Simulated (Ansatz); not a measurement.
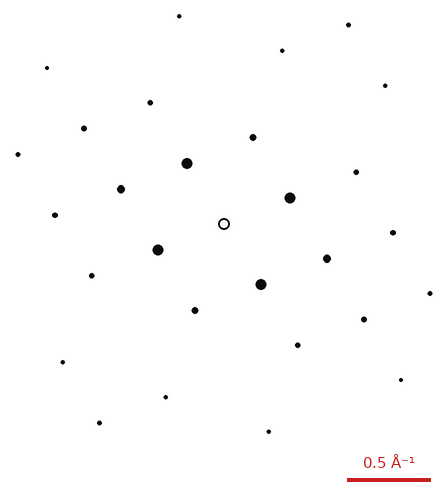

Kinematic zone-axis pattern, calculated for 200 keV electrons with B = 0.3 Å².

Question: Describe the geometry of this pattern.

Answer: The spots form a centred rectangular net with both shortest vectors at d = 2.34 Å, 80.1° apart.

Question: What is the point symmetry of the pattern, intensities included?

Answer: 2mm. A zero-layer kinematic pattern is always centrosymmetric (Friedel's law).

Question: What was simulated?

Answer: This cannot be fixed from one zone alone; the pattern is [211] of Li, space group P6_3/mmc (No. 194), a = 3.05 Å, c = 5.00 Å (hexagonal axes). The net vectors are 0 1 -1 and -1 1 1. Structure: coordinates from a relaxation with Ansatz 0.2.0, DFT PBE, scalar-relativistic, plane waves, PAW; the starting structure was generated, so it need not be a known form of this composition.
